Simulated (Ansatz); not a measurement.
# A thicker film of ZnS (110) from five thinner ones

In a field along its normal an insulating film takes a dipole p. Written as a length, p/(ε₀AE), it should grow by 1 − 1/ε for each ångström added.

How it was computed: Ansatz 0.2.0, plane waves with PAW datasets (its set soft_2), PBE; zincblende films relaxed at a bulk in-plane lattice constant near the measured one, then held in weak fields of both signs with a dipole correction (A is the cell's area, E the outer field).

| run | distance between the outer atoms (Å) | p/(ε₀AE) (Å) |
| --- | --- | --- |
| 5 units | 7.995 | 8.445 |
| 6 units | 9.948 | 10.057 |
| 8 units | 13.809 | 13.276 |
| 9 units | 15.741 | 14.887 |
| 12 units | 21.540 | 19.715 |
| 16 units | 29.272 | ? |

Q: Estimate the withheld value from the rows shown.

A least-squares line through the 5 rows shown has slope 0.8324 and intercept 1.7834; no row lies more than 0.007 Å off it. That slope means ε = 1/(1 − 0.8324) = 5.97. At 29.272 it gives 0.8324 × 29.272 + 1.7834 = 26.149 Å, beyond the rows fitted. Rounding and scatter of the rows alone allow about ±0.016 Å there.

The run itself gives 26.155 Å: a miss of +0.006 Å, or 0.0 % of the value. The length is met to within 1 %, though ε is more sensitive than the length: the two thickest films give ε = 5.98.

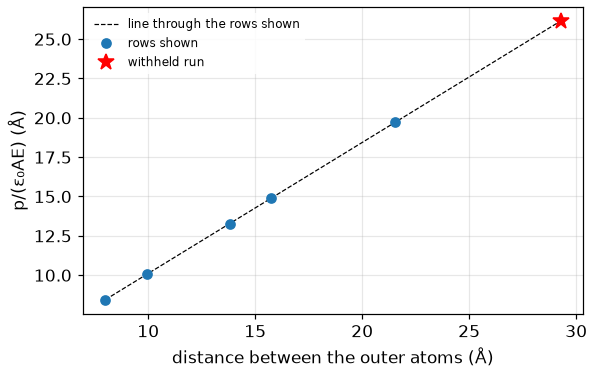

The fit and the withheld run.

**Limits.** This is the electronic response alone. A unit is one step of the cut along the normal (a plane, a pair of planes or a cell), and the layers relax along it, away from their bulk spacing where the functional's lattice constant differs from the one held.
